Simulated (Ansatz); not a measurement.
# Run report: TiB2, band-structure calculation

- system: TiB2 (3 atoms in the cell)
- method: DFT, PBEsol, all-electron LAPW, scalar-relativistic, no spin polarisation (Ansatz 0.2.0)

The structure derives from an entry of the Crystallography Open Database. Figures and captions count atoms from 1; the log counts them from 0 in places.

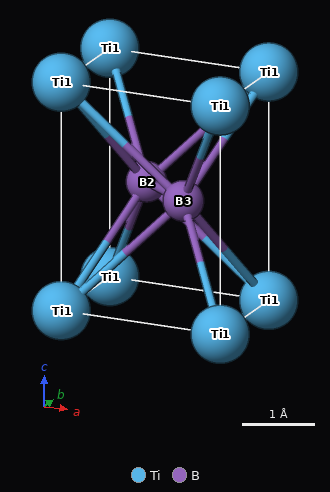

Fig. 1: The structure (ball-and-stick view of the cell of the calculation, seen slightly off an axis; atoms are numbered from 1 in the order of the input). An atom can appear more than once, as a periodic image. Near neighbours in the periodic cell (some may lie outside the picture): Ti has 12 B at 2.38 Å; B has 3 B at 1.75 Å and 6 Ti at 2.38 Å.

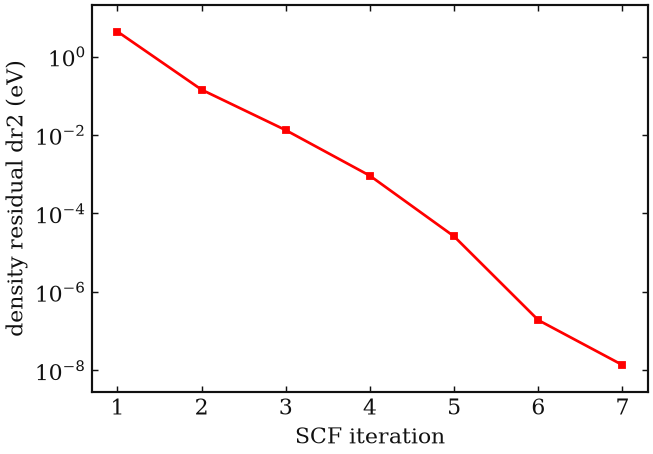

Fig. 2: Convergence of the self-consistent field: density residual dr2 against the SCF iteration. The residual falls at every step.

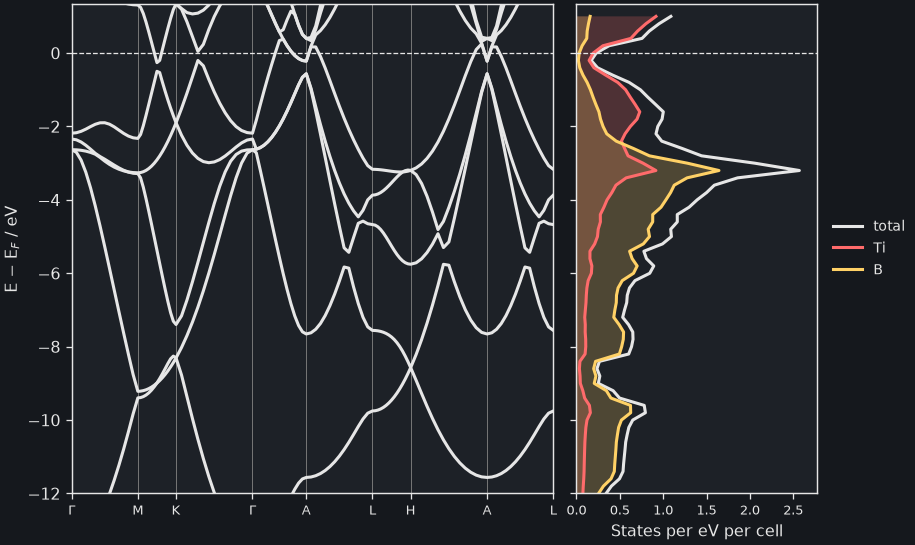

Fig. 3: Band structure along Γ–M–K–Γ–A–L–H–A–L and density of states (projected on atomic shells), with energies from the Fermi level. Bands cross the Fermi level: a metal at this level of theory.

These pictures come from the run below.

Input
```yaml
crystal:
  lattice:
    - [3.0291982016, 0.0, 0.0]
    - [-1.5145991008, 2.6233625957, 0.0]
    - [0.0, 0.0, 3.2284]
  atoms:
    - { symbol: Ti, position: [0.0, 0.0, 0.0] }
    - { symbol: B, position: [0.3333333333, 0.6666666667, 0.5] }
    - { symbol: B, position: [0.6666666667, 0.3333333333, 0.5] }
kpoints:
  mp_grid: { grid: [14, 14, 11] }
  band_path:
    path:
      - [0.0, 0.0, 0.0]
      - [0.5, 0.0, 0.0]
      - [0.3333333333, 0.3333333333, 0.0]
      - [0.0, 0.0, 0.0]
      - [0.0, 0.0, 0.5]
      - [0.5, 0.0, 0.5]
      - [0.3333333333, 0.3333333333, 0.5]
      - [0.0, 0.0, 0.5]
      - [0.5, 0.0, 0.5]
    npoints: 14
scf:
  occupations: { method: fermi_dirac, width: 0.03 }
hamiltonian:
  xc: pbesol
  pseudopotentials: { kind: all_electron, lapw: { basis_error: 0.001 } }
output:
  forces: true
  stress: true
  eigenvalues: true
  populations: true
  dos: { projected: true, de: 0.2, e_range: [-14, 8] }
```

Run as:
```bash
ansatz run input.yaml --threads 1 --pin off --max-ram 4096MiB --backend cpu --events-out ev --progress --plain --runs-dir out
```

Log
```
Ti: projections on atomic orbitals take those of the free atom 1s2 2s2 2p6 3s2 3p6 3d2 4s2, of charge +0.00 (hamiltonian.pseudopotentials.projection_atoms)
B: projections on atomic orbitals take those of the free atom 1s2 2s2 2p1, of charge +0.00 (hamiltonian.pseudopotentials.projection_atoms)
LAPW: plane waves up to 9.030 Å⁻¹, error target 1.0e-3 eV per atom; small_component_spin mean_spin; B in spheres of 0.874 Å, 5 of its electrons in bands, Dirac shells []; Ti in spheres of 1.240 Å, 18 of its electrons in bands, Dirac shells [] (how accurate: hamiltonian.pseudopotentials.lapw.basis_error, Limitations)
Engine: ansatz 0.2.0, aarch64-unknown-linux-gnu
Pseudopotentials: kind: all_electron
Pseudopotential: Ti, LAPW, valence charge 18, lapw/all_electron/scalar/gaussian/Ti, Koelling and Harmon's equation, gaussian nucleus
Pseudopotential: B, LAPW, valence charge 5, lapw/all_electron/scalar/gaussian/B, Koelling and Harmon's equation, gaussian nucleus
Functional definition: PBEsol
  exchange = pbesol_x
  correlation = pbesol_c
Crystal: 3 atoms, lattice volume = 25.655 Å³
Basis set: ecut = 310.6916534520061 eV, 327 PW (Γ), exchange–correlation at level 2
Bands: 18, of which v1, the nominal top of the filled ones, is band 14 counted from 1 (13 counted from 0)
Symmetry: 24 space group operations
Space group: P6/mmm (ITA 191), of the structure as read, at distance tolerance 2.9e-5 Å
k-points: 144 of 2156
Non-local potential: Ti, projectors of the file, none
Non-local potential: B, projectors of the file, none
Initial density: superposition of atomic densities (chi_scale 0.1, normalization cell, long waves kept (reshape's long-wave potential 0.00 eV rms))
Initial wavefunctions: plane waves of lowest kinetic energy (no species holds an atomic orbital)
Functional: x = pbesol(κ = 0.804, μ = 0.12345679012345678), c = pbesol(β = 0.046)
iter 1 solved again at ethr=1.55e-2 eV; its pass at ethr=1.00e-1 eV (dr2=4.34e0 eV) is discarded
SCF iter   1: F=—  HF=-24558.628999 eV  |F-HF|=—  |Δ(HF+E_count)|=         —  Δρ=9.84e-2  dr2=4.34e0  ethr=1.55e-2  ⟨swp⟩=2.0  Hψ=16972  notcnv=0
preconditioner: auto → none  [metal: Δε(μ)=0.028 eV  Ē_g=9.745 eV  σ=0.030 eV  W_gap=0.23  n_scr=8 (ndim 8)  ℏωp=23.2 eV  f_vac=0.000  D(μ)=0.55/eV (n_scr^D=2)  sad-step TF]
iter 2 solved again at ethr=5.15e-4 eV; its pass at ethr=1.55e-2 eV (dr2=1.44e-1 eV) is discarded
SCF iter   2: F=—  HF=-24557.015561 eV  |F-HF|=—  |Δ(HF+E_count)|=    1.61e0  Δρ=2.19e-2  dr2=1.43e-1  ethr=5.15e-4  ⟨swp⟩=2.1  Hψ=13394  notcnv=0
SCF iter   3: F=—  HF=-24556.864383 eV  |F-HF|=—  |Δ(HF+E_count)|=         —  Δρ=8.54e-3  dr2=1.33e-2  ethr=5.11e-4  ⟨swp⟩=3.0  Hψ=8287  notcnv=0
the basis was enlarged: its passes take 54.8 KiB over the memory plan, 1 of 1 planned eigensolver slots
SCF iter   4: F=—  HF=-24556.853044 eV  |F-HF|=—  |Δ(HF+E_count)|=   1.13e-2  Δρ=2.43e-3  dr2=9.15e-4  ethr=4.77e-5  ⟨swp⟩=3.0  Hψ=8108  notcnv=0
SCF iter   5: F=—  HF=-24556.852616 eV  |F-HF|=—  |Δ(HF+E_count)|=   4.27e-4  Δρ=3.67e-4  dr2=2.60e-5  ethr=3.27e-6  ⟨swp⟩=2.7  Hψ=7337  notcnv=0
SCF iter   6: F=—  HF=-24556.852609 eV  |F-HF|=—  |Δ(HF+E_count)|=   7.56e-6  Δρ=3.04e-5  dr2=1.91e-7  ethr=9.27e-8  ⟨swp⟩=2.1  Hψ=7226  notcnv=0
SCF iter   7: F=-24556.852609 eV  HF=-24556.852609 eV  |F-HF|=2.31e-8  |Δ(HF+E_count)|=   1.95e-8  Δρ=6.61e-6  dr2=1.37e-8  ethr=6.83e-10  ⟨swp⟩=2.9  Hψ=7518  notcnv=0
SCF 1 converged in 7 iterations: F = -24556.852609 eV  dr2 = 1.37e-8
NSCF: frozen V_eff on 113 k-points
SCF converged after 7 iterations
Free energy (F): -24556.852609 eV
Harris-Foulkes:  -24556.852609 eV  (|F-HF|=2.31e-8)
Internal energy: -24556.851511 eV  (E = F + TS)
E sigma→0 (E₀):  -24556.852060 eV
Entropy (-TS):   -0.001098 eV (-0.366 meV/atom)
Fermi energy:    15.566532 eV
--- Per-component energies (eV) ---
  E_band       = -3246.238853
  E_kinetic    = 24767.762637
  E_xc         = -1339.734157
  E_electrostatic = -47984.879990  (all electrons and nuclei)
  E_smearing   = -0.001098  (= −TS)
  E_closure    = 0.000000  (closes the sum)
  E_atoms      = -24532.065373  (free atoms, spherical and without spin; not in F)
  Σ components = -24556.852609   (vs F -24556.852609, Δ=0.00e0)
  Basis errors (estimates in eV, not in F): energy 3.9e-4 per atom: plane waves 3.6e-4 (1.9e-4 summed), levels above the bands 8.9e-74, relativity 6.2e-9, radial functions 3.8e-5, core shells 1.6e-7; eigenvalues (radial functions only) 3.5e-6; not estimated: angular momenta, meshes, grids; target (lapw.basis_error) 1.0e-3; muffin-tin radii B 0.874 Å, Ti 1.240 Å
--- Forces (eV/Å), atoms counted from 1 ---
  atom   1  Ti    -0.00000000     0.00000000     0.00000000
  atom   2  B      0.00000000    -0.00000000     0.00000000
  atom   3  B      0.00000000     0.00000000     0.00000000
  max |Σ_I F_I| component: 5.55e-17 eV/Å
--- Stress (GPa, compression-positive) ---
       -4.252985       0.000000       0.000000
        0.000000      -4.252985       0.000000
        0.000000       0.000000      -7.053775
  P = ⅓ Tr σ = -5.1866 GPa (-51.866 kbar)
--- Band table (eV; the first three rows and the last of 144) ---
  k-point 0: bands = ["-422.5742", "-422.5374", "-422.5374", "-156.3298", "-156.3123", "-41.1361", "-17.6043", "-17.2864", "-17.2864", "2.0550", "12.9342", "12.9342", "13.2245", "13.3833", "17.4379", "17.4379", "19.2168", "19.2168"]
  k-point 1: bands = ["-422.5742", "-422.5374", "-422.5374", "-156.3298", "-156.3123", "-41.1349", "-17.6209", "-17.2851", "-17.2851", "2.1659", "12.1333", "13.0215", "13.0215", "14.3606", "17.1589", "17.1589", "19.0242", "19.0242"]
  k-point 2: bands = ["-422.5742", "-422.5374", "-422.5374", "-156.3298", "-156.3123", "-41.1317", "-17.6651", "-17.2816", "-17.2816", "2.4847", "10.9079", "13.2806", "13.2806", "15.2892", "16.5815", "16.5815", "18.4940", "18.4940"]
  k-point 143: bands = ["-422.5742", "-422.5374", "-422.5374", "-156.3218", "-156.3203", "-41.0594", "-17.6978", "-17.5749", "-17.5133", "6.6905", "7.3125", "9.8178", "12.3481", "12.3846", "18.0487", "19.5035", "19.6530", "20.0648"]
--- Löwdin populations: 3 sites ---
  site symbol       q [e]
     0     Ti     21.1336
     1      B      5.4154
     2      B      5.4154
  spilling = 0.001110 (of n_electrons = 32.000000)
```

File dos.tsv
```
# E-E_F[eV]	g_bin_mean(E)[states/eV]	N(E)
# format = ansatz-dos/2
# fermi_ev = 15.566532
# fermi_mp_grid = 14 14 11
# fermi_mp_shift = 0 0 0
# tetrahedron_fermi_ev = 15.628613
# g_bin_mean(E): the states in a bin one row spacing wide, centred on E, divided by that spacing. States that the method places at a single energy (under output.dos.method: tetrahedron, those of a tetrahedron whose four corners have one energy) are counted whole in the row whose bin holds that energy (on the edge of two bins, in the lower row). The sum of g_bin_mean over a run of rows, times the row spacing, is the number of states from half a spacing under the first of them to half a spacing over the last (a plain sum, not the trapezoid rule).
-14.000000	0.000000e0	1.800000e1
-13.800000	0.000000e0	1.800000e1
-13.600000	1.312328e-5	1.800000e1
-13.400000	4.884658e-2	1.800236e1
-13.200000	1.103710e-1	1.801945e1
-13.000000	1.516147e-1	1.804608e1
-12.800000	1.889769e-1	1.808026e1
-12.600000	2.237218e-1	1.812143e1
-12.400000	2.610077e-1	1.816979e1
-12.200000	2.987825e-1	1.822587e1
-12.000000	3.417654e-1	1.828946e1
-11.800000	4.025704e-1	1.836368e1
-11.600000	4.960510e-1	1.845141e1
-11.400000	5.371955e-1	1.855839e1
-11.200000	5.433531e-1	1.866624e1
-11.000000	5.516287e-1	1.877603e1
-10.800000	5.601665e-1	1.888692e1
-10.600000	5.677582e-1	1.899970e1
-10.400000	5.846426e-1	1.911473e1
-10.200000	6.040791e-1	1.923345e1
-10.000000	6.489073e-1	1.935778e1
-9.800000	7.952077e-1	1.949567e1
-9.600000	7.816516e-1	1.967214e1
-9.400000	4.966359e-1	1.979260e1
-9.200000	4.230366e-1	1.989046e1
-9.000000	2.519895e-1	1.994921e1
-8.800000	2.696378e-1	2.000108e1
-8.600000	2.363790e-1	2.005268e1
-8.400000	2.651230e-1	2.009807e1
-8.200000	6.026636e-1	2.018898e1
-8.000000	6.352020e-1	2.031121e1
-7.800000	6.523660e-1	2.044199e1
-7.600000	6.495070e-1	2.056927e1
-7.400000	6.012470e-1	2.069789e1
-7.200000	5.330886e-1	2.081095e1
-7.000000	5.544651e-1	2.091753e1
-6.800000	5.795410e-1	2.103168e1
-6.600000	5.859619e-1	2.114812e1
-6.400000	6.113441e-1	2.126710e1
-6.200000	6.750468e-1	2.139459e1
-6.000000	8.450900e-1	2.154320e1
-5.800000	8.917151e-1	2.172262e1
-5.600000	8.073540e-1	2.189740e1
-5.400000	7.774572e-1	2.204803e1
-5.200000	9.924044e-1	2.222228e1
-5.000000	1.095335e0	2.243738e1
-4.800000	1.087091e0	2.265382e1
-4.600000	1.163158e0	2.288244e1
-4.400000	1.162631e0	2.310857e1
-4.200000	1.299329e0	2.335724e1
-4.000000	1.391438e0	2.362565e1
-3.800000	1.501590e0	2.391664e1
-3.600000	1.590010e0	2.422150e1
-3.400000	1.858528e0	2.456030e1
-3.200000	2.571076e0	2.501875e1
-3.000000	2.056341e0	2.550359e1
-2.800000	1.443613e0	2.583416e1
-2.600000	1.220145e0	2.609863e1
-2.400000	9.838414e-1	2.631803e1
-2.200000	9.175197e-1	2.650397e1
-2.000000	9.380951e-1	2.668873e1
-1.800000	9.874218e-1	2.688063e1
-1.600000	1.001519e0	2.708147e1
-1.400000	9.124806e-1	2.727472e1
-1.200000	8.221975e-1	2.744788e1
-1.000000	7.377795e-1	2.760353e1
-0.800000	6.082115e-1	2.774177e1
-0.600000	4.173132e-1	2.784352e1
-0.400000	2.428448e-1	2.790784e1
-0.200000	1.698144e-1	2.794650e1
0.000000	2.273307e-1	2.798367e1
0.200000	3.760539e-1	2.803527e1
0.400000	7.562168e-1	2.815587e1
0.600000	8.401677e-1	2.831638e1
0.800000	9.526034e-1	2.849568e1
1.000000	1.088732e0	2.869805e1
1.200000	1.328231e0	2.893647e1
1.400000	1.594091e0	2.923214e1
1.600000	1.755600e0	2.956510e1
1.800000	1.973366e0	2.993846e1
2.000000	2.223012e0	3.035485e1
2.200000	2.510912e0	3.083729e1
2.400000	2.455443e0	3.134102e1
2.600000	2.250823e0	3.178522e1
2.800000	3.335047e0	3.231616e1
3.000000	3.245086e0	3.306377e1
3.200000	1.917737e0	3.355437e1
3.400000	1.490055e0	3.388396e1
3.600000	1.366509e0	3.416231e1
3.800000	1.408759e0	3.444128e1
4.000000	1.286871e0	3.471375e1
4.200000	1.051240e0	3.494693e1
4.400000	1.360644e0	3.515259e1
4.600000	1.405524e0	3.549099e1
4.800000	6.144961e-1	3.567562e1
5.000000	3.649549e-1	3.576549e1
5.200000	2.618190e-1	3.582691e1
5.400000	2.022189e-1	3.587277e1
5.600000	1.568475e-1	3.590833e1
5.800000	1.228343e-1	3.593601e1
6.000000	9.569155e-2	3.595785e1
6.200000	7.278298e-2	3.597459e1
6.400000	5.386165e-2	3.598701e1
6.600000	3.954614e-2	3.599708e1
6.800000	0.000000e0	3.600000e1
7.000000	0.000000e0	3.600000e1
7.200000	0.000000e0	3.600000e1
7.400000	0.000000e0	3.600000e1
7.600000	0.000000e0	3.600000e1
7.800000	0.000000e0	3.600000e1
8.000000	0.000000e0	3.600000e1
```

File populations.tsv
```
# site	symbol	l	j	q
# orbitals = lowdin
# n_electrons = 32.000000
# spilling = 0.001110
# projection_atom_Ti: 1s2 2s2 2p6 3s2 3p6 3d2 4s2
# projection_atom_B: 1s2 2s2 2p1
0	Ti	0_1S	-	1.999953
0	Ti	0_2S	-	1.997292
0	Ti	0_3S	-	1.933153
0	Ti	0_4S	-	0.305107
0	Ti	1_2P	-	5.999971
0	Ti	1_3P	-	5.988834
0	Ti	2_3D	-	2.909312
1	B	0_1S	-	1.986603
1	B	0_2S	-	0.754594
1	B	1_2P	-	2.674226
2	B	0_1S	-	1.986603
2	B	0_2S	-	0.754594
2	B	1_2P	-	2.674226
```

Results in brief

| quantity | value |
| --- | --- |
| outcome | converged |
| space group (tolerance 0.01 Å) | P6/mmm (191) |
| electrons in bands (core shells apart) | 28 |
| free energy | −24556.8526 eV |
| Fermi energy | 15.567 eV |
| pressure | −5.19 GPa |
| electronic character | metal |
| largest force (length of the vector) | under 0.001 eV/Å |
| hardware | 1 thread of Arm Neoverse V1, 24 GiB of memory available, shared host |
| wall time | 26 s |
| peak memory | 0.43 GiB |

Notes

The cell is under a tension of 5.2 GPa at this level, so it is not at its equilibrium volume.
